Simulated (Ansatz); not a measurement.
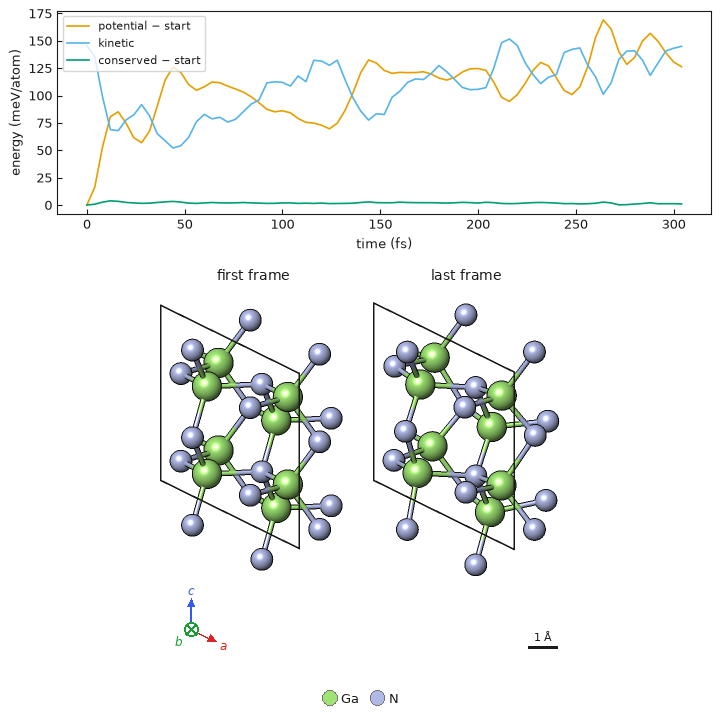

Molecular dynamics of a 16-atom cell of GaN (set up in P6_3mc), 304 fs long. Style: ball-and-stick. Shown: the reduced simulation cell, along the b axis. Bonds to atoms that aren't drawn are left out. Lengths and directions refer to the drawn axes.

All numbers below come from Ansatz, DFT PBE, scalar-relativistic, plane waves, PAW. Settings: plane-wave cutoff 420 eV; k-point mesh 2 × 2 × 2; Fermi-Dirac smearing 0.103 eV; volume 1.04 times that of the relaxed crystal; Langevin thermostat and barostat (NPT); set temperature 1200 K; time step 4 fs; friction 0.005 per fs; target pressure 0 GPa.

Input
```yaml
crystal:
  lattice:
    - [-1.6109232801, -2.7902009682, -5.2339814801]
    - [-1.6109232801, -2.7902009682, 5.2339814801]
    - [-3.2218465602, 5.5804019364, 0.0]
  atoms:
    - { symbol: Ga, position: [0.3333333333, 0.3333333333, 0.1666666667] }
    - { symbol: Ga, position: [0.3333333333, 0.3333333333, 0.6666666667] }
    - { symbol: Ga, position: [0.8333333333, 0.8333333333, 0.1666666667] }
    - { symbol: Ga, position: [0.8333333333, 0.8333333333, 0.6666666667] }
    - { symbol: Ga, position: [0.9166666667, 0.4166666667, 0.8333333333] }
    - { symbol: Ga, position: [0.9166666667, 0.4166666667, 0.3333333333] }
    - { symbol: Ga, position: [0.4166666667, 0.9166666667, 0.8333333333] }
    - { symbol: Ga, position: [0.4166666667, 0.9166666667, 0.3333333333] }
    - { symbol: "N", position: [0.1458333333, 0.5208333333, 0.1666666667] }
    - { symbol: "N", position: [0.1458333333, 0.5208333333, 0.6666666667] }
    - { symbol: "N", position: [0.6458333333, 0.0208333333, 0.1666666667] }
    - { symbol: "N", position: [0.6458333333, 0.0208333333, 0.6666666667] }
    - { symbol: "N", position: [0.7291666667, 0.6041666667, 0.8333333333] }
    - { symbol: "N", position: [0.7291666667, 0.6041666667, 0.3333333333] }
    - { symbol: "N", position: [0.2291666667, 0.1041666667, 0.8333333333] }
    - { symbol: "N", position: [0.2291666667, 0.1041666667, 0.3333333333] }
basis:
  ecutwfc: 420
kpoints:
  mp_grid: { grid: [2, 2, 2], shift: [0.5, 0.5, 0.5] }
hamiltonian:
  xc: pbe
scf:
  occupations: { method: fermi_dirac, width: 0.1034 }
  lower_state_search: "off"
  convergence: { dr2_threshold: 1.0e-07 }
output:
  forces: true
  stress: true
md:
  timestep: 4.0
  n_steps: 76
  ensemble: npt_langevin
  temperature: 1200.0
  initial_velocities: maxwell_boltzmann
  seed: 37063
  friction: 0.005
  pressure: 0.0
```

Launched with:
```bash
ansatz run input.yaml --threads 4 --pin off --max-ram 5120MiB --backend cpu --events-out ev --progress --plain --runs-dir out
```

### Check the integration.

The conserved quantity stays between 0 and 3.9 meV per atom of its start. A straight-line fit has a slope that amounts to −0.79 meV per atom over 304 fs (0.7 % of the mean kinetic energy), and the ripple about it is 2.4 % of the kinetic energy's fluctuation. With a drift under 2 % and a ripple under 7 %, the integration is accurate. The time step of 4 fs is long for the fastest vibrations here (lightest element nitrogen). Over the second half the temperature averages 954 K (spread ±125 K). The potential energy in the second half lies on average 125 meV per atom above the first frame. The mean pressure there is −0.8 GPa. The volume ends +4.0 % from the start.
